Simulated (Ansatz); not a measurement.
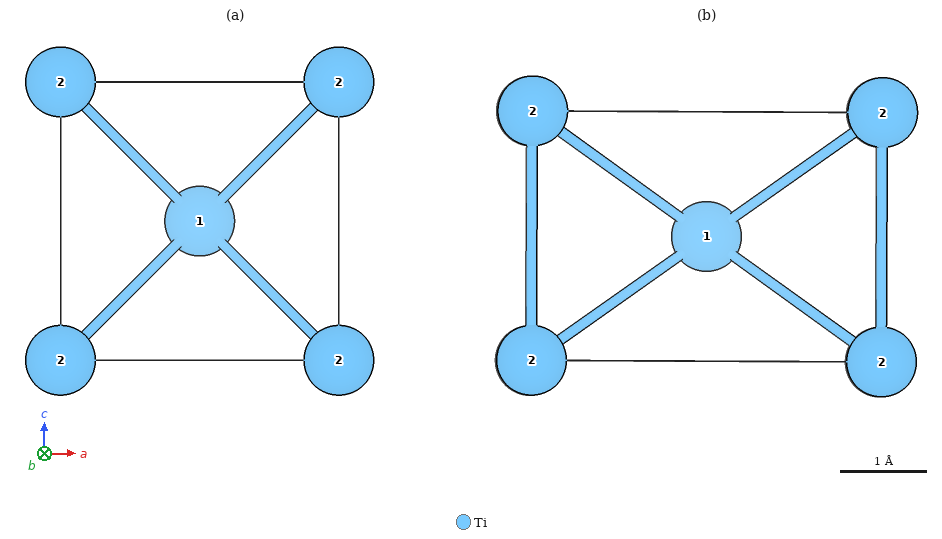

The structure of a crystal of Ti (set up in Im-3m) before (left) and after (right) a relaxation, at one scale.

Style: ball-and-stick. Shown: the cell of the calculation, reduced to other axes, along the b axis. Lengths and directions refer to the drawn axes.

Computed with Ansatz 0.2.0, DFT r2SCAN, scalar-relativistic, plane waves, PAW. Set-up: plane-wave cutoff 500 eV; k-point mesh 10 × 10 × 10; occupations gaussian; smearing width 0.15 eV; no spin polarisation.

What changed between the two?

Answer. No atom moves by more than 0.005 Å relative to the cell. The volume changes by +1.0 %, with a 3.252 → 4.089 Å (+25.7 %), b = c 3.252 → 2.914 Å (−10.4 %). Some distances before and after: Ti1–Ti1 3.252 → 2.914 Å, Ti1–Ti2 2.816 → 2.904 Å. Within 0.06 Å the space group is Im-3m at the start and Fm-3m at the end; at a tighter tolerance small leftover displacements or strains of the cell lower it.
